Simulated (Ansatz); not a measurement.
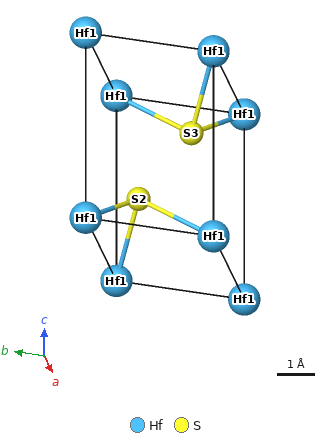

Figure 1. The input geometry (ball-and-stick view of the cell of the calculation, seen at an oblique angle; atoms are numbered from 1 in the order of the input). An atom can appear more than once, as a periodic image. Near neighbours in the periodic cell (some may lie outside the picture): Hf has 6 S at 2.54 Å; S has 3 Hf at 2.54 Å.

# Run report: HfS$_{2}$, band-structure calculation

The run: band-structure calculation of HfS$_{2}$ (P-3m1, 3 atoms in the cell). Method and program: DFT, r2SCAN with spin-orbit coupling, plane waves, PAW (Ansatz 0.2.0).

The structure was built on a prototype by a generator. The geometry comes from this level: r2scan-rvv10 (a point of a series of strains). It belongs to a series of runs on one base structure; here: uniaxial_z strain -2.0%. Figures and captions count atoms from 1; the log counts them from 0 in places.

The input:
```yaml
crystal:
  lattice:
    - [3.6302959585, 0.0, 0.0]
    - [-1.8151479792, 3.1439285233, 0.0]
    - [0.0, 0.0, 5.7607909876]
  atoms:
    - { symbol: Hf, position: [0.0, 0.0, 0.0] }
    - { symbol: S, position: [0.3333333333, 0.6666666667, 0.2489513415] }
    - { symbol: S, position: [0.6666666667, 0.3333333333, 0.7510486585] }
kpoints:
  mp_grid: { grid: [12, 12, 4] }
  band_path:
    path:
      - [0.0, 0.0, 0.0]
      - [0.5, 0.0, 0.0]
      - [0.3333333333, 0.3333333333, 0.0]
      - [0.0, 0.0, 0.5]
      - [0.5, 0.0, 0.5]
      - [0.3333333333, 0.3333333333, 0.5]
      - [0.0, 0.25, 0.25]
      - [-0.046875, 0.005208, 0.0]
      - [0.0, 0.5, 0.5]
    npoints: 1
hamiltonian:
  xc: r2scan
scf:
  occupations: { method: fermi_dirac, width: 0.02 }
  n_extra_bands: 8
magnetization:
  noncollinear: true
  spin_orbit: true
output:
  forces: true
  stress: true
  eigenvalues: true
  write_density: true
  write_potential: true
  elf: true
  volumetric_format: npy
```

Machine: 1 × NVIDIA H100 80GB HBM3, 2 threads of AMD EPYC (Zen 3), 144 GiB of memory available, shared host.

The program's output:
```
scf.n_extra_bands = 8 over 38 filled bands (N_el = 38.0): the run solves 46 bands
Engine: ansatz 0.2.0, x86_64-unknown-linux-gnu
Pseudopotentials: kind: paw_fr
Pseudopotential: Hf, paw_fr, valence charge 26, recommended cutoff 500 eV (meta_gga), Hf.paw.azcp#standard-fr
Pseudopotential: S, paw_fr, valence charge 6, recommended cutoff 500 eV (meta_gga), S.paw.azcp#standard-fr
Functional definition: r2SCAN
  parameter k0 = 0.174
  parameter k1 = 0.065
  parameter a1 = 4.9479
  exchange = r2scan_x(k0 = k0, k1 = k1, a1 = a1)
  correlation = r2scan_c
non-collinear run that drives no moment, with spin-orbit: no starting moment large enough to seed its density (crystal.atoms[].spin), no starting occupations that ask for one, no magnetisation constraint and no magnetic field, so the semilocal B_xc is pinned to zero
Crystal: 3 atoms, lattice volume = 65.750 Å³
Basis set: ecut = 500 eV, 1713 PW (Γ), exchange–correlation on 108×108×180 points (64 copies of the dense FFT grid, shifted against one another)
Bands: 46, of which v1, the nominal top of the filled ones, is band 38 counted from 1 (37 counted from 0)
Symmetry: 12 space group operations + 12 with time reversal
Magnetic group: BNS 164.86 (UNI 1316), of the structure as read, at distance tolerance 4.0e-5 Å
k-points: 69 of 576
Projection manifold: j_resolved (fully-relativistic pseudo-atomic orbitals)
Non-local potential: Hf, projectors of the file, l = 0: 3, l = 1: 4, l = 2: 4, l = 3: 6
Non-local potential: S, projectors of the file, l = 0: 2, l = 1: 4, l = 2: 4
PAW form: soft (Blöchl's): semilocal exchange-correlation on the pseudo side does not see the compensation charge
PAW frozen core: Hf, regenerated for the run's functional (the file was generated under x = pbe(κ = 0.804, μ = 0.2195149727645171), c = pbe(β = 0.06672455060314922))
PAW frozen core: S, regenerated for the run's functional (the file was generated under x = pbe(κ = 0.804, μ = 0.2195149727645171), c = pbe(β = 0.06672455060314922))
PAW one-centre angular grid: Hf, 974 points (default); XC on 224 Gauss nodes
PAW one-centre angular grid: S, 302 points (default); XC on 160 Gauss nodes
Initial density: superposition of atomic densities (chi_scale 0.1, normalization cell, long waves kept (reshape's long-wave potential 0.06 eV rms))
Initial wavefunctions: pseudopotential atomic-orbital guess
Functional: x = r2scan, c = r2scan; τ floored in thin density (d = 2e-4 eV/Å³)
SCF iter   1: F=—  HF=-17525.117400 eV  |F-HF|=—  |Δ(HF+E_count)|=         —  Δρ=5.95e-2  dr2=6.46e0  dr2_τ=3.14e-2  dr2_m=0.00e0 (ungated)  ethr=3.10e-3  |M|=0.00e0 ∫|m|=0.00e0 μB  |m|>n=0.0e0 m-floor=0.0e0 τ_xc=0.0e0  β_m=0.30  ⟨swp⟩=6.6  Hψ=7004  notcnv=0
preconditioner: auto → Resta (q_TF=auto, 2.490 Å⁻¹)  ε∞=4.9  [insulator: Δε(μ)=0.500 eV  Ē_g=12.777 eV  σ=0.020 eV  W_gap=1.00  n_scr=22 (ndim 8)  ℏωp=25.1 eV  f_vac=0.018  D(μ)=0.00/eV (n_scr^D=0)  ε∞_Penn≈4.9]
spin=Noncollinear: Resta preconditioning applied to the charge; magnetization (m_x, m_y, m_z) channels mix plain (no charge-response kernel on spin).
SCF iter   2: F=—  HF=-17524.246371 eV  |F-HF|=—  |Δ(HF+E_count)|=   8.71e-1  Δρ=3.55e-2  dr2=1.78e0  dr2_τ=8.28e-3  dr2_m=0.00e0 (ungated)  ethr=3.10e-3  |M|=0.00e0 ∫|m|=0.00e0 μB  |m|>n=0.0e0 m-floor=0.0e0 τ_xc=0.0e0  β_m=0.43  ⟨swp⟩=4.0  Hψ=3367  notcnv=0  defer=138
SCF iter   3: F=—  HF=-17523.956088 eV  |F-HF|=—  |Δ(HF+E_count)|=   2.90e-1  Δρ=1.51e-2  dr2=2.11e-1  dr2_τ=3.63e-3  dr2_m=0.00e0 (ungated)  ethr=3.10e-3  |M|=0.00e0 ∫|m|=0.00e0 μB  |m|>n=0.0e0 m-floor=0.0e0 τ_xc=0.0e0  β_m=0.51  ⟨swp⟩=2.7  Hψ=2206  notcnv=0  defer=138
SCF iter   4: F=—  HF=-17523.952034 eV  |F-HF|=—  |Δ(HF+E_count)|=   4.05e-3  Δρ=5.98e-3  dr2=2.34e-2  dr2_τ=3.12e-4  dr2_m=0.00e0 (ungated)  ethr=5.56e-4  |M|=0.00e0 ∫|m|=0.00e0 μB  |m|>n=0.0e0 m-floor=0.0e0 τ_xc=0.0e0  β_m=0.61  ⟨swp⟩=3.5  Hψ=2853  notcnv=0  defer=148
SCF iter   5: F=—  HF=-17523.955825 eV  |F-HF|=—  |Δ(HF+E_count)|=   3.79e-3  Δρ=1.75e-3  dr2=2.14e-3  dr2_τ=4.77e-5  dr2_m=0.00e0 (ungated)  ethr=6.15e-5  |M|=0.00e0 ∫|m|=0.00e0 μB  |m|>n=0.0e0 m-floor=0.0e0 τ_xc=0.0e0  β_m=0.70  ⟨swp⟩=2.0  Hψ=2775  notcnv=0  defer=148
SCF iter   6: F=—  HF=-17523.956208 eV  |F-HF|=—  |Δ(HF+E_count)|=   3.83e-4  Δρ=5.01e-4  dr2=2.55e-4  dr2_τ=5.52e-6  dr2_m=0.00e0 (ungated)  ethr=5.64e-6  |M|=0.00e0 ∫|m|=0.00e0 μB  |m|>n=0.0e0 m-floor=0.0e0 τ_xc=0.0e0  β_m=0.84  ⟨swp⟩=2.0  Hψ=2697  notcnv=0  defer=148
SCF iter   7: F=—  HF=-17523.956230 eV  |F-HF|=—  |Δ(HF+E_count)|=   2.23e-5  Δρ=1.35e-4  dr2=2.09e-5  dr2_τ=9.62e-8  dr2_m=0.00e0 (ungated)  ethr=6.71e-7  |M|=0.00e0 ∫|m|=0.00e0 μB  |m|>n=0.0e0 m-floor=0.0e0 τ_xc=0.0e0  β_m=0.92  ⟨swp⟩=2.0  Hψ=2824  notcnv=0  defer=148
SCF iter   8: F=—  HF=-17523.956167 eV  |F-HF|=—  |Δ(HF+E_count)|=   6.30e-5  Δρ=2.79e-5  dr2=6.40e-7  dr2_τ=1.72e-8  dr2_m=0.00e0 (ungated)  ethr=5.51e-8  |M|=0.00e0 ∫|m|=0.00e0 μB  |m|>n=0.0e0 m-floor=0.0e0 τ_xc=0.0e0  β_m=0.96  ⟨swp⟩=2.0  Hψ=2564  notcnv=0  defer=148
SCF iter   9: F=-17523.956167 eV  HF=-17523.956167 eV  |F-HF|=1.23e-8  |Δ(HF+E_count)|=   3.05e-7  Δρ=6.40e-6  dr2=3.22e-8  dr2_τ=1.04e-9  dr2_m=0.00e0 (ungated)  ethr=2.63e-10  |M|=0.00e0 ∫|m|=0.00e0 μB  |m|>n=0.0e0 m-floor=0.0e0 τ_xc=0.0e0  ⟨swp⟩=17.3  Hψ=15963  notcnv=0
SCF 1 converged in 9 iterations: F = -17523.956167 eV  dr2 = 3.22e-8
  greatest PAW one-centre occupation: 0.998 electrons in one spin orbital (limit 2), on the Hf atom at site 0 (counted from 0), in its partial waves of l = 3
```

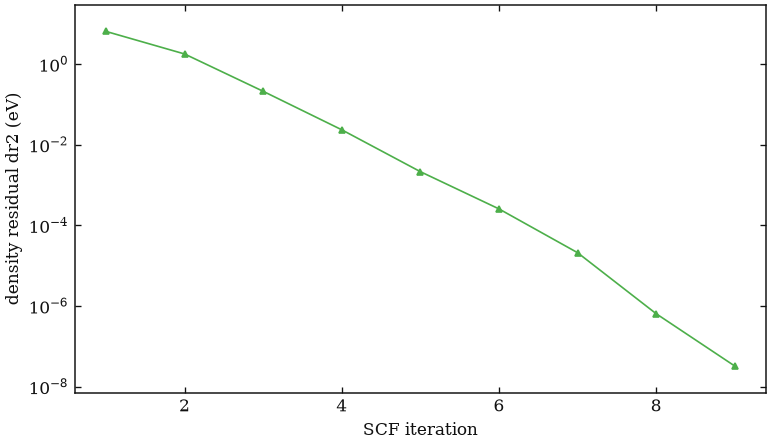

Figure 2. Convergence of the self-consistent field: density residual dr2 against the SCF iteration. The residual falls at every step.

```
NSCF: frozen V_eff on 9 k-points
SCF converged after 9 iterations
Magnetization: |M| = 0.0000 μB,  M = (+0.0000, +0.0000, +0.0000) μB
Absolute magnetization: 0.0000 μB (∫|m|)
  site 0: m = (+0.0000, +0.0000, +0.0000) μB, |m| = 0.0000 μB  (R = 1.05 Å)
  site 1: m = (+0.0000, +0.0000, +0.0000) μB, |m| = 0.0000 μB  (R = 1.05 Å)
  site 2: m = (+0.0000, +0.0000, +0.0000) μB, |m| = 0.0000 μB  (R = 1.05 Å)
Free energy (F): -17523.956167 eV
Harris-Foulkes:  -17523.956167 eV  (|F-HF|=1.23e-8)
Internal energy: -17523.956167 eV  (E = F + TS)
E sigma→0 (E₀):  -17523.956167 eV
Fermi energy:    9.891902 eV
--- Per-component energies (eV) ---
  E_band       = -222.680102
  E_kinetic    = 635.017915
  E_local      = -8047.575635  (includes V_loc(G=0)·N_el)
  E_nonlocal   = -1193.057096
  E_hartree    = 3713.958084
  E_xc         = -466.963676
  E_vxc        = -482.298614  (∫ρ·V_xc dr)
  E_paw        = -8143.647819  (= ΣΔE_a)
  E_vpaw       = 1414.264532  (= ΣTr[D̂ρ^β])
  E_aug_tail   = 0.000001  (compensation charges beyond the density's cutoff)
  E_vtau       = 23.055580  (kinetic-family band-sum trace: ∫τ·v_τ [+ j·A + Jᵃ·Aᵃ] dr)
  E_ewald      = -4021.786102
  E_core_change = 0.098161  (= ΣΔE_core)
  E_smearing   = -0.000000  (= −TS)
  E_closure    = 0.000000  (closes the sum)
  Σ components = -17523.956167   (vs F -17523.956167, Δ=0.00e0)
--- Forces (eV/Å), atoms counted from 1 ---
  atom   1  Hf    -0.00000000    -0.00000000     0.00000000
  atom   2  S      0.00000000    -0.00000000    -0.05164459
  atom   3  S     -0.00000000     0.00000000     0.05164459
  max |Σ_I F_I| component: 6.94e-18 eV/Å
--- Stress (GPa, compression-positive) ---
        1.030766       0.000000       0.000000
       -0.000000       1.030766       0.000000
        0.000000       0.000000       1.763766
  P = ⅓ Tr σ = 1.2751 GPa (12.751 kbar)
--- Band table (eV; the first three rows and the last of 69) ---
  k-point 0: bands = ["-54.5139", "-54.5139", "-28.1377", "-28.1377", "-20.4534", "-20.4534", "-20.3526", "-20.3526", "-4.6380", "-4.6380", "-3.9438", "-3.9438", "-3.8924", "-3.8924", "-3.8923", "-3.8923", "-2.8516", "-2.8516", "-2.1494", "-2.1494", "-2.1394", "-2.1394", "-2.1393", "-2.1393", "-2.0016", "-2.0016", "4.1634", "4.1634", "6.1215", "6.1215", "6.1541", "6.1541", "8.9086", "8.9086", "9.0704", "9.0704", "9.2725", "9.2725", "11.3539", "11.3539", "11.4000", "11.4000", "12.1746", "12.1746", "14.7925", "14.7925"]
  k-point 1: bands = ["-54.5139", "-54.5139", "-28.1378", "-28.1378", "-20.4536", "-20.4536", "-20.3526", "-20.3526", "-4.5126", "-4.5126", "-3.9505", "-3.9505", "-3.8924", "-3.8924", "-3.8923", "-3.8923", "-3.0315", "-3.0315", "-2.1495", "-2.1495", "-2.1396", "-2.1396", "-2.1393", "-2.1393", "-2.0430", "-2.0430", "4.6909", "4.6909", "6.1474", "6.1474", "6.1806", "6.1806", "8.3009", "8.3009", "8.8494", "8.8494", "8.9816", "8.9816", "11.3419", "11.3419", "11.3703", "11.3703", "12.3658", "12.3658", "15.0489", "15.0489"]
  k-point 2: bands = ["-54.5139", "-54.5139", "-28.1378", "-28.1378", "-20.4538", "-20.4538", "-20.3526", "-20.3526", "-4.3416", "-4.3416", "-3.9688", "-3.9688", "-3.8924", "-3.8924", "-3.8923", "-3.8923", "-3.2511", "-3.2511", "-2.1497", "-2.1497", "-2.1398", "-2.1398", "-2.1393", "-2.1393", "-2.0720", "-2.0720", "5.5206", "5.5206", "6.1742", "6.1742", "6.2082", "6.2082", "7.1843", "7.1843", "8.7616", "8.7616", "8.8950", "8.8950", "11.3203", "11.3203", "11.3404", "11.3404", "12.4515", "12.4515", "15.3342", "15.3342"]
  k-point 68: bands = ["-54.5060", "-54.5060", "-28.1788", "-28.1788", "-20.5351", "-20.5351", "-20.4705", "-20.4705", "-3.9265", "-3.9265", "-3.8993", "-3.8993", "-3.8945", "-3.8945", "-3.0838", "-3.0838", "-2.9258", "-2.9258", "-2.1449", "-2.1449", "-2.1405", "-2.1405", "-2.1106", "-2.1106", "-2.0689", "-2.0689", "5.1120", "5.1120", "5.3117", "5.3117", "5.3227", "5.3227", "6.7556", "6.7556", "7.2559", "7.2559", "7.2652", "7.2652", "12.2267", "12.2267", "12.7199", "12.7199", "12.9672", "12.9672", "15.7548", "15.7548"]
```

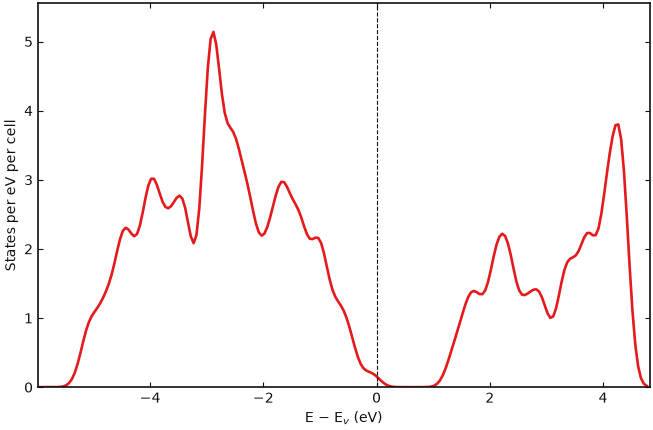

Figure 3. Density of states (the curve is built from the levels of the k mesh with Gaussians 0.3 eV wide, which also blur the band edges), with energies from the valence-band top. There is a gap of 1.23 eV on the k-point mesh. Small ripples come from the finite k-point mesh.

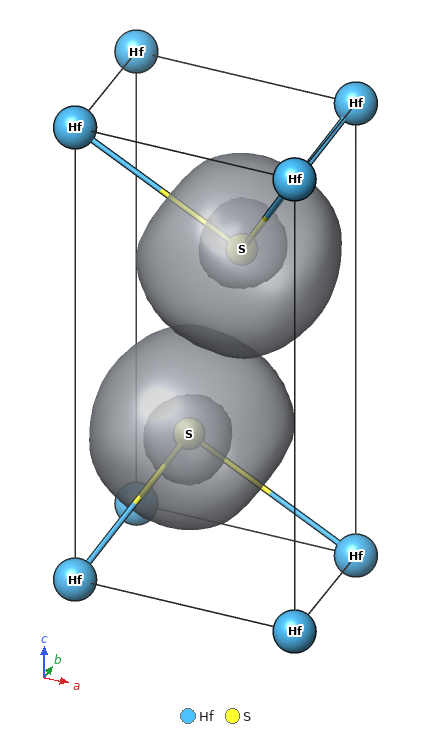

Figure 4. Isosurface of the ELF at 0.7 (grey), seen slightly off an axis. Only the valence region is drawn (cores and ρ < 0.01 e/Å³ removed). Sticks mark near contacts. The outline is the cell set on symmetry axes. Along the contacts the grid gives the following. Hf–S (2.54 Å): the ELF is about 0.40 at the midpoint. Core electrons are frozen (PAW), so the fields are smoothed inside the atomic spheres.

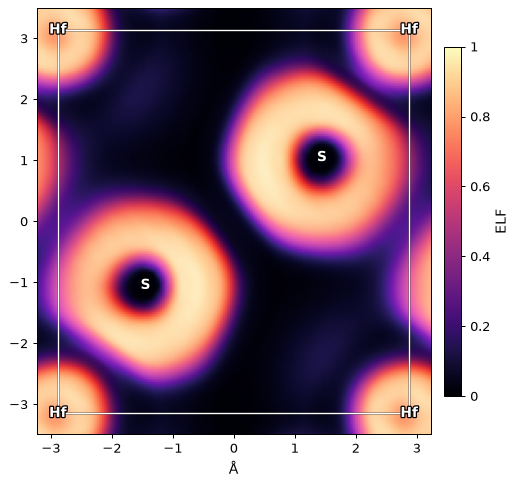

Figure 5. ELF on the (110) plane of the conventional cell. Atoms in the plane: Hf and S. Hf–S (2.54 Å): the ELF is about 0.40 at the midpoint. The strong features right at Hf lie inside the PAW spheres (semicore, d or f shells) and say nothing about bonding.

Key numbers:

```tsv
quantity	value
outcome	converged
space group (tolerance 0.01 Å)	P-3m1 (164)
electrons treated	38
free energy	−17523.9562 eV
Fermi energy	9.892 eV
gap on the k-point mesh	1.23 eV
net moment of the cell	0.00 μB
integrated absolute moment	0.00 μB
pressure	1.28 GPa
largest force (length of the vector)	0.052 eV/Å
wall time	60 s (CPU time 1.7 min)
peak memory	1.6 GiB
```
